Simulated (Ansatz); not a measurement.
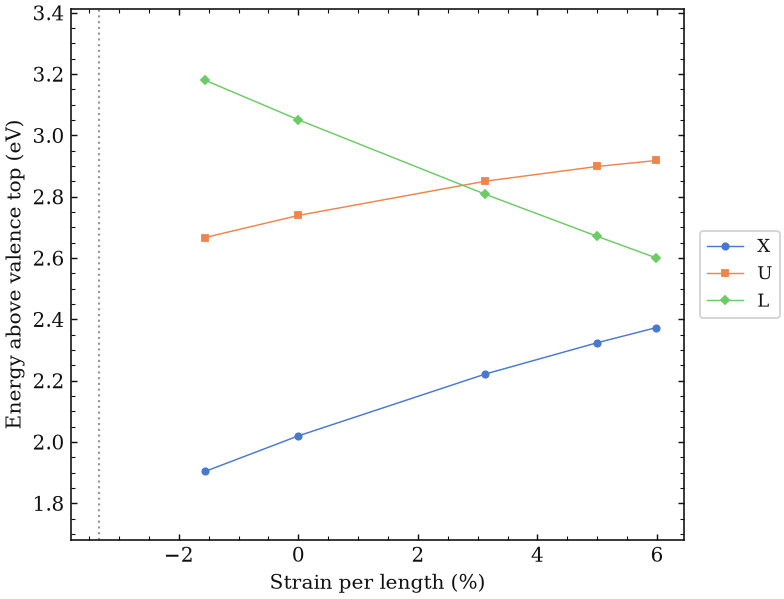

Lowest conduction level at each named k point, counted from the valence-band top at Γ. The names follow the standardised cell of this lattice; in reduced coordinates of the cell that was run, X is (−0.5, −0.5, 0), U is (−0.375, −0.375, 0.25) and L is (0, 0, 0.5). One run is left out (dotted line).

System: zincblende BeTe, space group F-43m, 2 atoms in the primitive cell, relaxed with r2SCAN; unstrained, cubic a = 5.657 Å. All lengths are scaled by the strain listed; symmetry fixes the atoms. Points keep the names and reduced coordinates of the unstrained primitive cell. Method: PBE, Ansatz PAW set, no spin polarisation, no spin-orbit coupling, 8×8×8 k mesh, 420 eV cutoff, Fermi-Dirac smearing of 0.02 eV (Ansatz 0.2.0).

```
 strain  X (eV)  U (eV)  L (eV)
−1.56 %    1.90    2.67    3.18
    0 %    2.02    2.74    3.05
+3.13 %    2.22    2.85    2.81
   +5 %    2.32    2.90    2.67
+5.99 %    2.37    2.92    2.60
```

What does the missing run, at −3.34 %, give?

Answer. Fits through the other points give 1.76 eV at X (a parabola), 2.57 eV at U (a parabola) and 3.31 eV at L (a straight line). The run itself gives 1.76, 2.57 and 3.34 eV, within 0.03 eV of the estimates.

Which of these conduction levels is lowest, and does that change?

Answer. The lowest is the one at X, over the whole range, so among these points the gap stays indirect.

How fast do the levels move with strain?

Answer. Straight lines through the points have slopes of +65 at X, +37 at U and −78 at L (meV for each 1 % of strain).

Spin-orbit coupling is left out, which matters for Te. LDA, GGA and most meta-GGA functionals understate gaps. Γ is left out: the lowest level there has a kink along the series, as when two levels cross.
